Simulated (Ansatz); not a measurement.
System: Rh.

The calculation's input:

```
crystal:
  lattice:
    - [0.0152701247, 1.9118378149, 1.8873250198]
    - [1.8682828678, 0.0126003577, 1.8899947868]
    - [1.8816893287, 1.9279140428, -0.0008061032]
  atoms:
    - { symbol: Rh, position: [0.0, 0.0, 0.0] }
basis:
  ecutwfc: 420
kpoints:
  mp_grid: { grid: [16, 16, 16] }
hamiltonian:
  xc: pbesol
scf:
  occupations: { method: gaussian, width: 0.15 }
output:
  forces: true
  stress: true
  eigenvalues: true
  write_density: true
  write_potential: true
  elf: true
  volumetric_format: npy
relax:
  adjacent_minimum: "off"
  f_tol: 0.01
  max_steps: 80
  cell: { stress_tol: 0.1 }
```

Launched as:

```sh
ansatz run input.yaml --threads 1 --pin off --max-ram 2560MiB --backend cpu --events-out ev --progress --plain --runs-dir out
```

Below, planes, directions and counts refer to the conventional cell (a = 3.78 Å, b = 3.78 Å, c = 3.78 Å, α = 90.00°, β = 90.00°, γ = 90.00°).

The fields are those of the run's last geometry, not of the input's.

Space group Fm-3m; computed without spin polarisation.

Method: DFT PBEsol, scalar-relativistic, plane waves, PAW in Ansatz 0.2.0.

Q: Predict the valence pseudo-density and electron localisation function between the atoms.

A: Rh–Rh (2.67 Å): ρ is about 0.37 e/Å³ halfway; the ELF is about 0.25 at the midpoint (no localised pair shows between them).

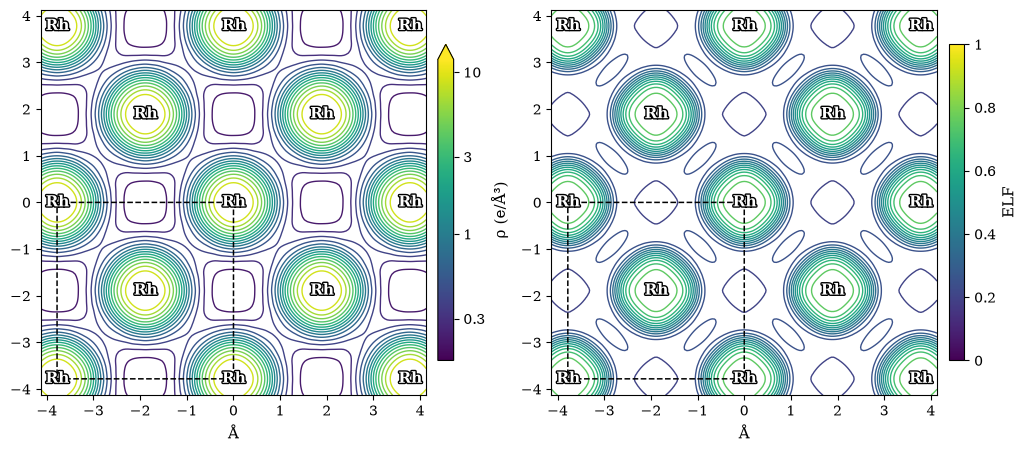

Computed valence pseudo-density and electron localisation function on the (010) plane of the conventional cell, in this order. 

The density is the valence pseudo-density of a PAW calculation; it isn't the true density close to the nuclei.
